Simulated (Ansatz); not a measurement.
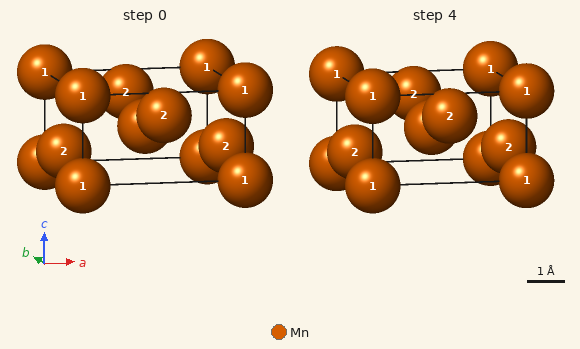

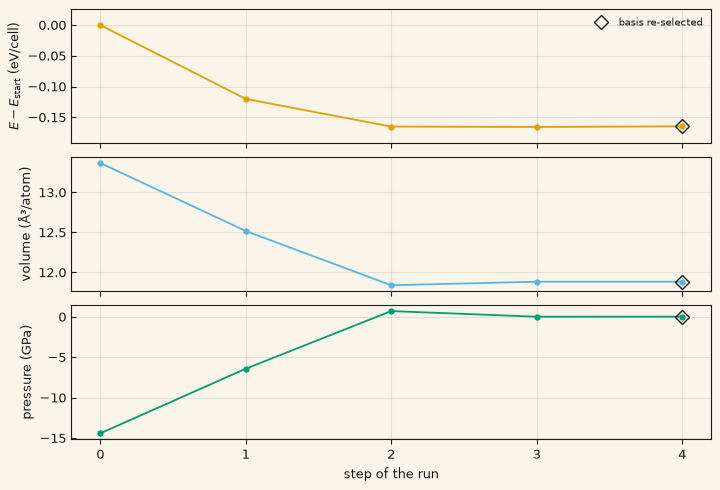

First and last geometry of a relaxation of crystalline Mn (built on the beta-tin_141 type) (coarse preliminary run), with the history of the run. A spheres-only model of the conventional cell (2 times the calculation's cell), seen slightly off an axis. Lengths and directions refer to the drawn axes.

Case: beta-tin type (I4_1/amd, No. 141).

Theory: Ansatz, DFT PBE, scalar-relativistic, plane waves, PAW. Set-up: plane-wave cutoff 420 eV; k-point mesh 8 × 8 × 8; occupations gaussian; smearing width 0.1 eV; collinear spin; cell and atoms relaxed; force threshold 0.04 eV/Å; at most 70 steps.

> Read the history and describe the run.

It converged. After 3 accepted moves (4 points after the start) the energy has fallen by 0.165 eV per cell of the calculation. All forces vanish by symmetry, so only the cell relaxes. The pressure goes from −14.41 to 0.02 GPa. At 1 point the geometry stayed and the basis and grid were re-selected for the new cell (energy shift of 1.0 meV per cell of the calculation at most each time). The atoms keep their places relative to the cell (all moves are under 0.005 Å). Cell: a = b 4.611 → 4.363 Å (−5.4 %), c 2.515 → 2.497 Å (−0.7 %). Volume −11.1 %. Among the contacts that change: Mn1–Mn2 2.390 → 2.269 Å, Mn1–Mn1 2.515 → 2.497 Å. The space group stays I4_1/amd (No. 141). The run took of the order of 23 core-seconds on a shared host.

```csv
step,"E − E(0), meV/atom","pressure, GPa","volume, Å³/atom",note
0,0.00,-14.41,13.368,
1,-60.03,-6.42,12.518,
2,-82.54,0.71,11.839,
3,-82.84,0.01,11.884,
4,-82.37,0.02,11.884,"same geometry, new basis"
```
